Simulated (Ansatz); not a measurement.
## Single-point calculation of Pb (part 2 of 2)

Pb (Fm-3m, 27 atoms in the cell); DFT r2SCAN, scalar-relativistic, plane waves, PAW, no spin polarisation (Ansatz 0.2.0); cutoff 500 eV, 3×3×3 k-mesh, Gaussian smearing of 0.1 eV. The structure derives from a Materials Project entry. It belongs to a series of runs on one base structure; here: the perfect crystal in a cell of 27 atoms.

### Log, continued
```
  k-point 1: bands = ["-7.3768", "-7.3768", "-7.3768", "-7.3459", "-7.3459", "-7.3459", "-7.3335", "-7.3335", "-7.3335", "-7.2844", "-7.2844", "-7.2844", "-7.2824", "-7.2824", "-7.2824", "-7.2819", "-7.2804", "-7.2804", "-7.2804", "-7.2804", "-7.2804", "-7.2804", "-7.2726", "-7.2726", "-7.2726", "-7.2622", "-7.2594", "-7.2594", "-7.2594", "-7.2577", "-7.2451", "-7.2451", "-7.2449", "-7.2449", "-7.2449", "-7.2412", "-7.2412", "-7.2388", "-7.2388", "-7.2388",
      "-7.2260", "-7.2260", "-7.2260", "-7.2224", "-7.2224", "-7.2166", "-7.2166", "-7.2166", "-7.2130", "-7.2130", "-7.2130", "-7.1955", "-7.1955", "-7.1955", "-7.1944", "-7.1944", "-7.1944", "-7.1944", "-7.1944", "-7.1944", "-7.1942", "-7.1942", "-7.1942", "-7.1509", "-7.1509", "-7.1509", "-7.1279", "-7.1279", "-7.1279", "-7.1279", "-7.1279", "-7.1279", "-7.1222", "-7.1222", "-7.1178", "-7.1178", "-7.1178", "-7.1005", "-7.1005", "-7.1005",
      "-7.0992", "-7.0992", "-7.0928", "-7.0928", "-7.0928", "-7.0928", "-7.0928", "-7.0928", "-7.0925", "-7.0925", "-7.0925", "-7.0625", "-7.0625", "-7.0625", "-7.0623", "-7.0623", "-7.0623", "-7.0503", "-7.0503", "-7.0503", "-7.0500", "-7.0500", "-7.0500", "-7.0448", "-7.0448", "-7.0448", "-7.0402", "-7.0402", "-7.0402", "-7.0312", "-7.0312", "-7.0312", "-7.0273", "-7.0273", "-7.0273", "-7.0188", "-7.0188", "-7.0188", "-7.0106", "-7.0106",
      "-7.0106", "-6.9952", "-6.9952", "-6.9942", "-6.9942", "-6.9942", "-6.9942", "-6.9942", "-6.9942", "-6.9822", "-6.9822", "-6.9822", "-6.9800", "-6.9800", "-6.9800", "-1.3609", "-0.6351", "0.3057", "0.3057", "0.3057", "0.5491", "0.5491", "0.5491", "1.1624", "1.1624", "1.1624", "1.7903", "2.1047", "2.1047", "2.1047", "2.2792", "2.2792", "2.2792", "3.0511", "3.0511", "3.0511", "3.0511", "3.0511", "3.0511", "3.1891",
      "3.1891", "3.1891", "6.6484", "7.9658", "7.9658", "7.9658", "7.9658", "7.9658", "7.9658", "8.0056", "8.0056", "8.0056", "8.1450", "8.1450", "8.1450", "8.2501", "8.2501", "8.2501", "8.8697", "8.8697", "8.8697", "10.0771", "10.0771", "10.0771", "10.0867", "10.0867", "10.0867", "10.1186", "10.1186", "10.1186", "10.1186", "10.1186", "10.1186", "11.1562", "11.1562", "11.1562", "11.1579", "11.1579", "11.1579", "11.9721",
      "11.9721", "11.9721", "12.1269", "13.0433", "13.0433", "13.0433", "13.0433", "13.0433", "13.0433", "13.1662", "13.1662", "13.1662", "13.4209", "13.4209", "13.4209", "13.9267", "13.9267", "13.9267", "14.0786", "14.0786", "14.0786", "14.2953", "14.2953", "14.2953", "15.3822", "15.3822", "15.3822"]
  k-point 2: bands = ["-7.4121", "-7.3345", "-7.3345", "-7.3345", "-7.3345", "-7.3236", "-7.3193", "-7.3182", "-7.3182", "-7.3182", "-7.3182", "-7.2996", "-7.2996", "-7.2996", "-7.2996", "-7.2793", "-7.2793", "-7.2793", "-7.2793", "-7.2761", "-7.2590", "-7.2590", "-7.2590", "-7.2590", "-7.2540", "-7.2540", "-7.2540", "-7.2540", "-7.2495", "-7.2495", "-7.2495", "-7.2495", "-7.2467", "-7.2467", "-7.2467", "-7.2467", "-7.2346", "-7.2346", "-7.2346", "-7.2346",
      "-7.2241", "-7.2241", "-7.2241", "-7.2241", "-7.2238", "-7.2238", "-7.2213", "-7.2213", "-7.2213", "-7.2213", "-7.2111", "-7.2111", "-7.2111", "-7.2111", "-7.1993", "-7.1993", "-7.1993", "-7.1993", "-7.1973", "-7.1948", "-7.1948", "-7.1948", "-7.1948", "-7.1464", "-7.1464", "-7.1464", "-7.1464", "-7.1462", "-7.1462", "-7.1462", "-7.1462", "-7.1418", "-7.1367", "-7.1367", "-7.1201", "-7.1201", "-7.1201", "-7.1201", "-7.1090", "-7.1090",
      "-7.1090", "-7.1090", "-7.1081", "-7.0802", "-7.0802", "-7.0802", "-7.0802", "-7.0762", "-7.0762", "-7.0762", "-7.0762", "-7.0723", "-7.0561", "-7.0561", "-7.0561", "-7.0561", "-7.0558", "-7.0558", "-7.0558", "-7.0558", "-7.0553", "-7.0553", "-7.0553", "-7.0553", "-7.0452", "-7.0452", "-7.0452", "-7.0452", "-7.0394", "-7.0394", "-7.0394", "-7.0394", "-7.0358", "-7.0358", "-7.0358", "-7.0358", "-7.0098", "-7.0098", "-7.0098", "-7.0098",
      "-7.0045", "-6.9930", "-6.9930", "-6.9930", "-6.9930", "-6.9906", "-6.9906", "-6.9906", "-6.9906", "-6.9656", "-6.9656", "-6.9656", "-6.9656", "-6.9640", "-6.9640", "-1.2800", "-0.3132", "-0.0813", "-0.0813", "-0.0813", "-0.0813", "1.5092", "1.5092", "1.5092", "1.5092", "1.5963", "1.5963", "1.5963", "1.5963", "2.2141", "2.2141", "2.2141", "2.2141", "2.6615", "2.6615", "2.6615", "2.6615", "3.0599", "3.5145", "3.5145",
      "3.5145", "3.5145", "7.2483", "7.2483", "7.2483", "7.2483", "7.4721", "7.4721", "7.4721", "7.4721", "7.7028", "8.1383", "8.1383", "8.1383", "8.1383", "8.9374", "8.9374", "8.9374", "8.9374", "9.7287", "9.7287", "9.7287", "9.7287", "9.8777", "9.8777", "9.8777", "9.8777", "10.3524", "10.3524", "10.3524", "10.3524", "11.1145", "11.1145", "11.1145", "11.1145", "11.6080", "11.6080", "11.6080", "11.6080", "12.0881",
      "12.0881", "12.0881", "12.0881", "12.2198", "12.2198", "12.2198", "12.2198", "12.6847", "12.6847", "13.4409", "13.4409", "13.4409", "13.4409", "13.5306", "13.9751", "13.9751", "13.9751", "13.9751", "14.4025", "14.4025", "14.4025", "14.4025", "14.5093", "14.5093", "14.5093", "14.5093", "14.8095"]
  k-point 3: bands = ["-7.3939", "-7.3634", "-7.3634", "-7.3189", "-7.3189", "-7.3094", "-7.3047", "-7.3047", "-7.3047", "-7.3047", "-7.2914", "-7.2914", "-7.2909", "-7.2909", "-7.2846", "-7.2846", "-7.2746", "-7.2746", "-7.2746", "-7.2746", "-7.2709", "-7.2709", "-7.2619", "-7.2608", "-7.2608", "-7.2608", "-7.2608", "-7.2476", "-7.2476", "-7.2434", "-7.2434", "-7.2433", "-7.2433", "-7.2433", "-7.2433", "-7.2417", "-7.2376", "-7.2376", "-7.2376", "-7.2376",
      "-7.2352", "-7.2352", "-7.2294", "-7.2277", "-7.2277", "-7.2277", "-7.2277", "-7.2247", "-7.2247", "-7.2194", "-7.2194", "-7.2193", "-7.2188", "-7.2061", "-7.2061", "-7.2005", "-7.2005", "-7.1943", "-7.1943", "-7.1612", "-7.1612", "-7.1612", "-7.1612", "-7.1582", "-7.1582", "-7.1582", "-7.1582", "-7.1563", "-7.1563", "-7.1558", "-7.1558", "-7.1467", "-7.1467", "-7.1464", "-7.1405", "-7.1405", "-7.1394", "-7.1319", "-7.1319", "-7.1259",
      "-7.1211", "-7.1211", "-7.1211", "-7.1211", "-7.0975", "-7.0899", "-7.0899", "-7.0899", "-7.0899", "-7.0840", "-7.0840", "-7.0750", "-7.0750", "-7.0691", "-7.0691", "-7.0653", "-7.0653", "-7.0653", "-7.0653", "-7.0506", "-7.0506", "-7.0458", "-7.0458", "-7.0458", "-7.0458", "-7.0449", "-7.0449", "-7.0436", "-7.0186", "-7.0186", "-7.0186", "-7.0186", "-7.0138", "-7.0126", "-7.0126", "-7.0043", "-7.0043", "-6.9983", "-6.9983", "-6.9983",
      "-6.9983", "-6.9966", "-6.9966", "-6.9877", "-6.9877", "-6.9877", "-6.9877", "-6.9854", "-6.9854", "-6.9764", "-6.9650", "-6.9650", "-6.9643", "-6.9643", "-6.9627", "-0.9565", "-0.7149", "-0.7149", "0.0001", "0.0001", "0.8999", "1.1200", "1.1200", "1.1200", "1.1200", "1.7453", "1.7453", "2.1869", "2.1869", "2.2978", "2.2978", "2.2978", "2.2978", "2.6327", "2.6327", "2.6327", "2.6327", "3.1727", "3.1727", "3.3957",
      "3.3957", "3.5123", "6.5505", "6.5505", "7.3435", "7.3435", "7.3435", "7.3435", "7.3495", "7.9598", "7.9598", "8.3953", "8.3953", "8.3953", "8.3953", "8.6472", "8.6472", "8.6704", "8.6704", "9.4085", "9.4085", "9.4085", "9.4085", "9.6020", "9.6020", "10.0853", "10.9508", "10.9508", "10.9508", "10.9508", "11.3638", "11.3852", "11.3852", "11.4695", "11.4695", "11.7652", "11.8793", "11.8793", "11.8840", "11.8840",
      "12.4576", "12.4576", "12.4576", "12.4576", "12.6084", "12.6084", "12.6614", "12.6614", "12.6614", "12.6614", "12.7716", "12.7716", "12.7716", "12.7716", "12.7735", "13.3212", "13.3212", "13.6291", "13.6291", "14.1039", "14.1337", "14.1337", "14.2343", "14.2343", "14.4125", "14.4125", "14.4125"]
```

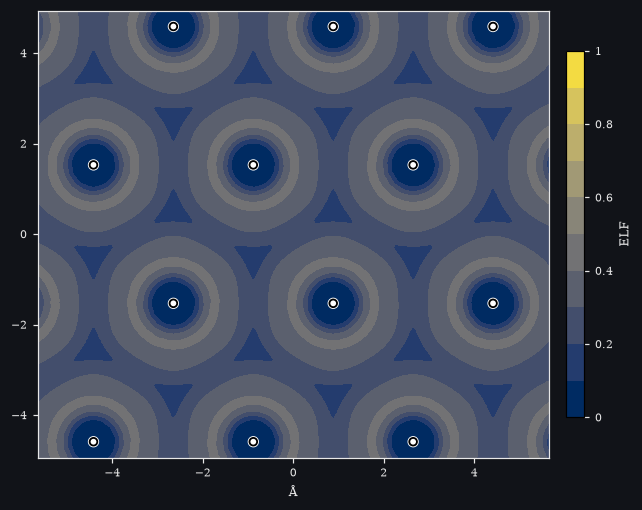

Figure 1. Electron localisation function on the (010) plane of the calculation cell. Circles mark the nuclei in the plane (Pb). The section cuts through Pb sites. Pb–Pb (3.53 Å): the ELF is about 0.20 at the midpoint; no localised pair between them. In a PAW calculation such maps are meaningful between the atoms, not at the nuclei.

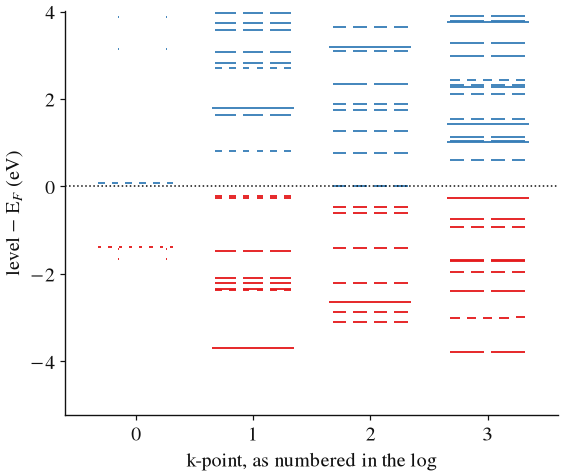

Figure 2. Kohn–Sham levels near the Fermi level (dotted) at the few k-points that the log prints; levels within 0.02 eV of each other stand side by side. The system is metallic on the full mesh.

### Results in brief

```csv
quantity,value
outcome,converged
space group (tolerance 0.01 Å),Fm-3m (225)
electrons treated,378
free energy,−321863.5797 eV
Fermi energy,10.340 eV
gap on the k-point mesh,none (metallic)
pressure,−0.19 GPa
largest force (length of the vector),under 0.001 eV/Å
wall time,20 s (CPU time 2.2 min)
peak memory,5.1 GiB
```

### Notes

Spin–orbit coupling is left out, which matters for Pb.
